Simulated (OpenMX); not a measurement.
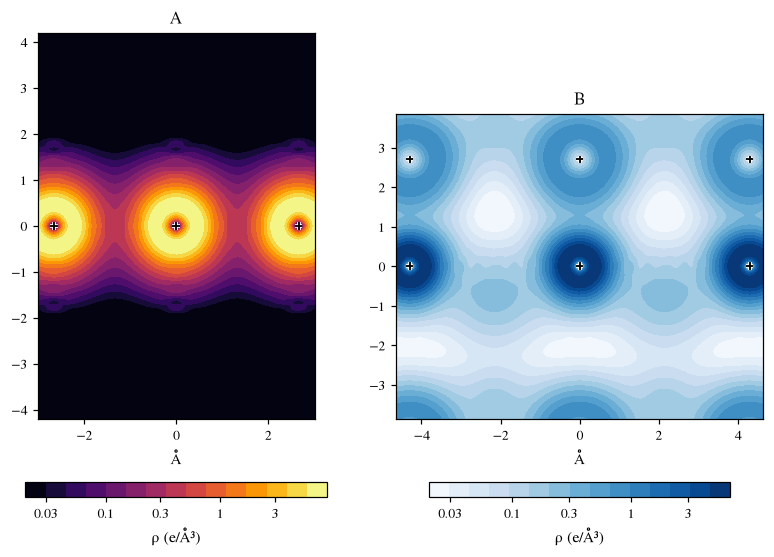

The valence electron density of 2 systems, each on a plane through atoms (crosses mark nuclei in the plane).

Method: Kohn-Sham DFT of a periodic cell, PBE, spin-orbit coupling, OpenMX 2013 PBE set in OpenMX 3.8.5.

System 1: Au, the (010) plane of the calculation cell, a cut from vacuum to vacuum. 

```
Au
1.0
     2.66227    0.00000    0.00000
     0.00000    2.66170    0.00000
     0.00000    0.00000   23.80000
Au
1
Direct
  0.00000 0.50000 0.29412
```

System 2: CdSe, the (100) plane of the conventional cell. Space group P6₃mc; not relaxed (largest force 0.3 eV/Å).

```yaml
crystal:
  lattice:
    - [4.30000, 0.00000, 0.00000]
    - [-2.15000, 3.72391, 0.00000]
    - [0.00000, 0.00000, 7.02000]
  atoms:
    - { symbol: Cd, position: [0.66667, 0.33333, 0.50000] }
    - { symbol: Cd, position: [0.33333, 0.66667, 0.00000] }
    - { symbol: Se, position: [0.66667, 0.33333, 0.88500] }
    - { symbol: Se, position: [0.33333, 0.66667, 0.38500] }
```

Which map belongs to which system?

Answer. Panel A is system 1, Au: the plane holds Au. Au–Au (2.66 Å): ρ is about 0.48 e/Å³ halfway. Panel B is system 2, CdSe: the plane holds Cd and Se. Cd–Se (2.70 Å): the density is about 0.32 e/Å³ at the midpoint.
